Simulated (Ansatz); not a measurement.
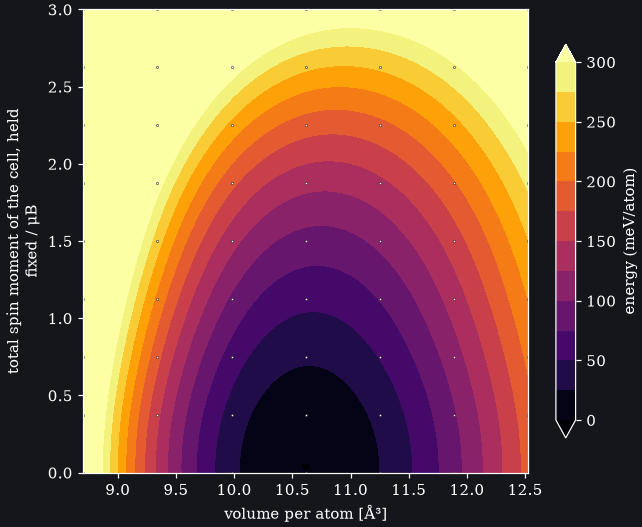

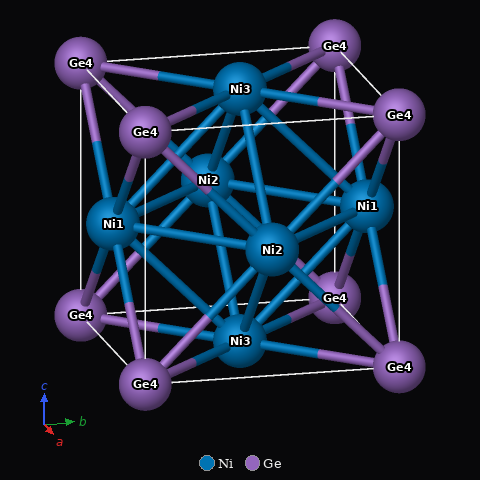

Energy landscape of Ni₃Ge (Pm-3m, No. 221; 4 atoms in the cell). The energy is mapped over volume and a fixed ferromagnetic moment. Coordinates scanned: (1) volume per atom; (2) total spin moment of the cell, held fixed. Nothing is relaxed (shape and fractional coordinates fixed). Grid: 7 × 9 points. Points are written as (first, second). Energies are in meV/atom, from the lowest grid point. The moment is held fixed and parallel; antiferromagnetic orders weren't tried. Computed with DFT LDA, scalar-relativistic, plane waves, PAW (Ansatz 0.2.0). Settings: cutoff 520 eV, k-mesh 12×12×12, gaussian smearing 0.15 eV.

Drawn: filled contours, dots at the grid points, one colour for all values above the top of the scale. Between grid points the surface is interpolated. The second picture is the structure at the lowest point.

What does the map say about the system?

The lowest grid point is at (10.62 Å³, 0.000 μB). It lies on the edge of the map, which is a mirror line here (the non-magnetic state). The highest grid point, (8.71 Å³, 3.000 μB), lies 848 meV/atom above the lowest.

The whole map (63 points run) took 18 min on 4 threads of Arm Neoverse N1, on a shared host.
